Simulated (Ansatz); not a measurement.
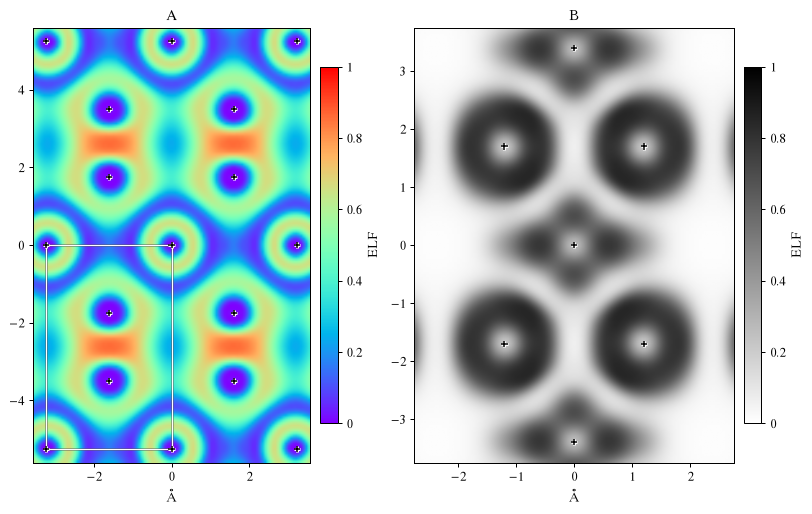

The electron localisation function of 2 systems, each on a plane through atoms (crosses mark nuclei in the plane).

All numbers below come from Ansatz 0.2.0, DFT r2SCAN, scalar-relativistic, plane waves, PAW.

System 1: TiB2, the (110) plane of the conventional cell. Space group P6/mmm; a generated structure, not necessarily the stable one; computed without spin polarisation.

System 2: Ir2O3, the (11̄0) plane of the conventional cell. Space group Pn-3m; a generated structure, not necessarily the stable one; computed pressure about −6 GPa in this cell; computed without spin polarisation.

**Which map belongs to which system?**

Panel A is system 1, TiB2: the plane holds Ti and B. B–B (1.75 Å): the ELF peaks at about 0.85 between the atoms. Panel B is system 2, Ir2O3: the plane holds Ir and O. Ir–O (2.08 Å): the ELF peaks at about 0.85 in the valence shell of O, 0.7 Å from its nucleus, and is about 0.15 at the midpoint (no shared electron pair shows on this line).
